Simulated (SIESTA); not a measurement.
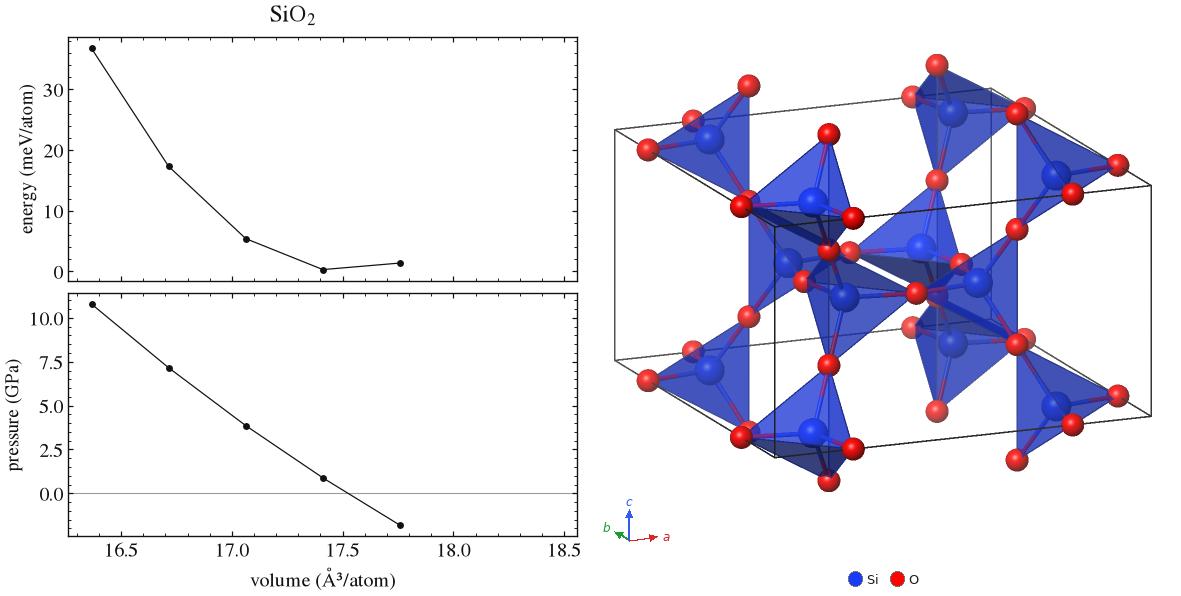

Plotted: energy and pressure against volume for SiO₂, space group I4/mmm (No. 139). The conventional cell is drawn beside the plot.

Cell as given: a = 6.842 Å, b = 6.842 Å, c = 6.842 Å, α = 98.38°, β = 98.38°, γ = 135.12°; 12 atoms.

Computed with SIESTA 5.4.2: DFT in numerical atomic orbitals with pseudopotentials, no spin polarisation; energies at scaled volumes of the given cell, shape and fractions fixed, counted from the fit's minimum, third-order Birch-Murnaghan fit. Level: LDA.

k mesh 4×4×4; occupations Fermi–Dirac; smearing width 0.05 eV; potentials PseudoDojo 0.4 standard, converted to PSML, two zetas on semicore shells; program settings basis DZP, mesh cutoff 800 Ry.

The points at volume 18.11 Å³/atom and 18.46 Å³/atom are left out of the plot. What values does the calculation give there?

```tsv
volume (Å³/atom)	energy (meV/atom)	pressure (GPa)
18.11	8.06	-4.28
18.46	19.85	-6.51
```

Caveats: mulliken charges of long orbitals; shape and atomic fractions are frozen while scaling, which makes layered, chain and framework solids too stiff.
